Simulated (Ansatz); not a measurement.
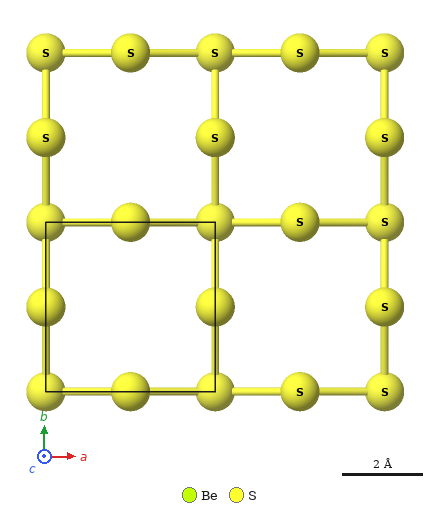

This is the input geometry for a relaxation of solid BeS (a generated structure, set up in P4mm). Style: ball-and-stick. Shown: the cell of the calculation, repeated 2 × 2 × 1 with one cell outlined, along the c axis.

Method: DFT PBE, scalar-relativistic, plane waves, PAW in Ansatz.

Input
```yaml
crystal:
  lattice:
    - [4.2643150567, 0.0, 0.0]
    - [0.0, 4.2643150567, 0.0]
    - [0.0, 0.0, 5.7826543142]
  atoms:
    - { symbol: Be, position: [0.0, 0.0, 0.1794258694] }
    - { symbol: Be, position: [0.5, 0.0, 0.0321861189] }
    - { symbol: Be, position: [0.0, 0.5, 0.0321861189] }
    - { symbol: S, position: [0.0, 0.0, 0.5437369479] }
    - { symbol: S, position: [0.5, 0.0, 0.6809495324] }
    - { symbol: S, position: [0.0, 0.5, 0.6809495324] }
basis:
  ecutwfc: 420
kpoints:
  mp_grid: { grid: [10, 10, 8] }
hamiltonian:
  xc: pbe
scf:
  occupations: { method: gaussian, width: 0.1 }
output:
  forces: true
  stress: true
  eigenvalues: true
relax:
  adjacent_minimum: "off"
  f_tol: 0.01
  max_steps: 80
  cell: { stress_tol: 0.05 }
```

Launched with:
```bash
ansatz run input.yaml --threads 1 --pin off --max-ram 2560MiB --backend cpu --events-out ev --progress --plain --runs-dir out
```

Predict the outcome.

Answer. Over 7 accepted moves (11 points after the start) the energy falls by 0.108 eV per cell of the calculation. The largest force component goes from 0.73 to 0.0019 eV/Å. The pressure goes from 0.41 to 0.00 GPa. The line search rejected the trial steps at points 5, 7, 9 of the run. The SCF was repeated once at an unchanged geometry on a basis and grid sized afresh for the cell, which shifted the energy by 0.4 meV per cell of the calculation at most. The atom that moves furthest relative to the cell is S4 (0.13 Å along +c). By element the largest moves are S 0.13 Å, Be 0.07 Å. The drawn cell changes as follows: a = b 4.264 → 4.358 Å (+2.2 %), c 5.783 → 5.708 Å (−1.3 %); the volume changes by +3.1 %. Near-neighbour distances that change, for instance: Be1–S4 2.107 → 2.136 Å, S4–S5 2.275 → 2.258 Å, Be2–S5 2.031 → 2.025 Å. Bond angles that change, for instance: S5–S4–S5 139.2° → 149.6°, Be1–S4–S5 110.4° → 105.2°, S5–S4–S6 83.0° → 86.1°. The space group stays P4mm (No. 99).

History of the run:

```json
{"step": "0", "E − E(0), meV/atom": "0.00", "largest force component, eV/Å": "0.7324", "pressure, GPa": "0.41", "volume, Å³/atom": "17.526", "note": ""}
{"step": "1", "E − E(0), meV/atom": "-13.79", "largest force component, eV/Å": "0.5463", "pressure, GPa": "-0.07", "volume, Å³/atom": "17.854", "note": ""}
{"step": "2", "E − E(0), meV/atom": "-16.68", "largest force component, eV/Å": "0.2273", "pressure, GPa": "-0.38", "volume, Å³/atom": "18.424", "note": ""}
{"step": "3", "E − E(0), meV/atom": "-17.75", "largest force component, eV/Å": "0.0250", "pressure, GPa": "-0.07", "volume, Å³/atom": "18.223", "note": ""}
{"step": "4", "E − E(0), meV/atom": "-17.81", "largest force component, eV/Å": "0.0114", "pressure, GPa": "-0.04", "volume, Å³/atom": "18.218", "note": ""}
{"step": "5", "E − E(0), meV/atom": "-17.80", "largest force component, eV/Å": "0.0522", "pressure, GPa": "0.07", "volume, Å³/atom": "18.189", "note": "rejected"}
{"step": "6", "E − E(0), meV/atom": "-17.84", "largest force component, eV/Å": "0.0099", "pressure, GPa": "-0.02", "volume, Å³/atom": "18.202", "note": ""}
{"step": "7", "E − E(0), meV/atom": "-17.82", "largest force component, eV/Å": "0.0621", "pressure, GPa": "0.12", "volume, Å³/atom": "18.037", "note": "rejected"}
{"step": "8", "E − E(0), meV/atom": "-17.95", "largest force component, eV/Å": "0.0108", "pressure, GPa": "0.00", "volume, Å³/atom": "18.106", "note": ""}
{"step": "9", "E − E(0), meV/atom": "-17.81", "largest force component, eV/Å": "0.0971", "pressure, GPa": "-0.26", "volume, Å³/atom": "18.114", "note": "rejected"}
{"step": "10", "E − E(0), meV/atom": "-17.97", "largest force component, eV/Å": "0.0018", "pressure, GPa": "0.00", "volume, Å³/atom": "18.070", "note": ""}
{"step": "11", "E − E(0), meV/atom": "-18.03", "largest force component, eV/Å": "0.0019", "pressure, GPa": "0.00", "volume, Å³/atom": "18.070", "note": "same geometry, new basis"}
```

Final geometry:

```
CELL_PARAMETERS angstrom
4.35839 0.00000 0.00000
0.00000 4.35839 0.00000
0.00000 0.00000 5.70764
ATOMIC_POSITIONS crystal
Be 0.00000 0.00000 0.19236
Be 0.50000 0.00000 0.02500
Be 0.00000 0.50000 0.02500
S 0.00000 0.00000 0.56653
S 0.50000 0.00000 0.67027
S 0.00000 0.50000 0.67027
```

The end point in the same view:

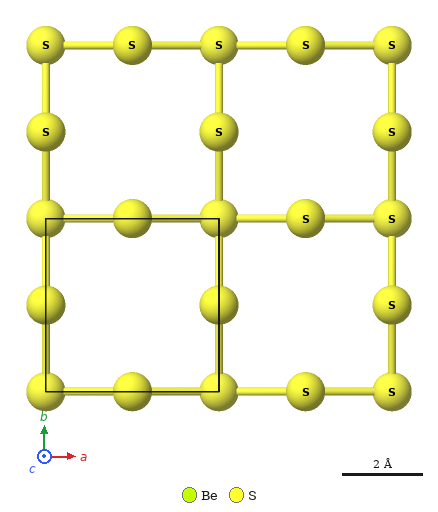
